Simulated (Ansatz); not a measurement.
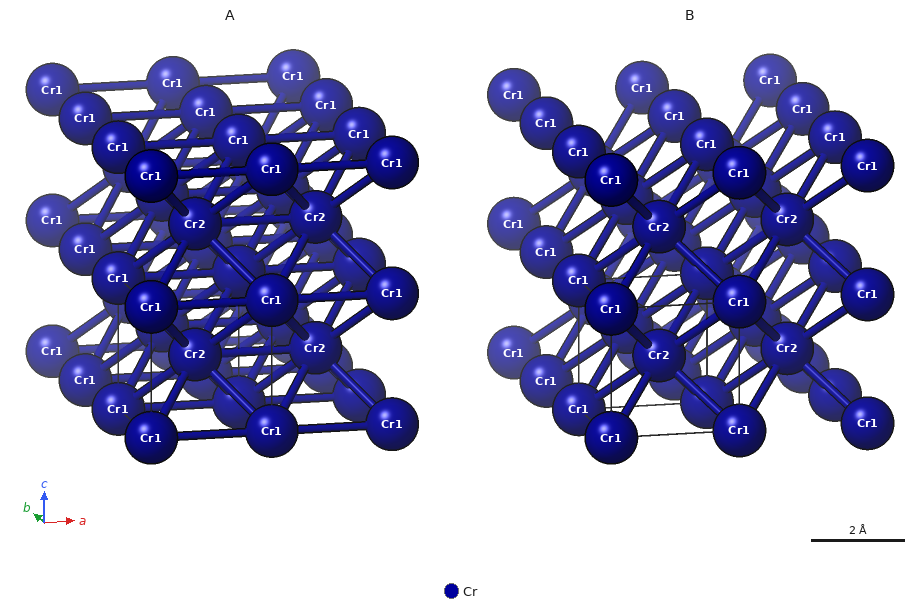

Two geometries of a crystal of Cr (set up in Im-3m): one is the relaxed structure, the other was perturbed away from it. A ball-and-stick model of the cell of the calculation, repeated 2 × 3 × 2 with one cell outlined, seen slightly off an axis.

The calculation used DFT PBE, scalar-relativistic, plane waves, PAW in Ansatz. (plane-wave cutoff 420 eV; k-point mesh 18 × 18 × 18; occupations gaussian; smearing width 0.1 eV; no spin polarisation)

Q: Which is the distorted one, and what does the distortion cost?

A: Structure A is the perturbed one. Uniaxial strain along a, −6.0 %, is applied. The b and c axes and the atoms are relaxed. Cell: a 2.848 → 2.677 Å (−6.0 %), b = c 2.848 → 2.891 Å (+1.5 %). Volume −3.1 %. The atoms keep their places relative to the cell (all moves are under 0.005 Å). Some distances before and after: Cr–Cr 2.848 → 2.677 Å, Cr–Cr 2.466 → 2.444 Å. The space group (tolerance 0.01 Å) goes from Im-3m (No. 229) to I4/mmm (No. 139). Energy change: +62.2 meV per atom. The pressure goes from 0.1 to 9.8 GPa. The principal stresses (compression positive) are 29.4 GPa along a and none across it.

Limits of the set-up: an element that often carries a moment was run without spin polarisation.
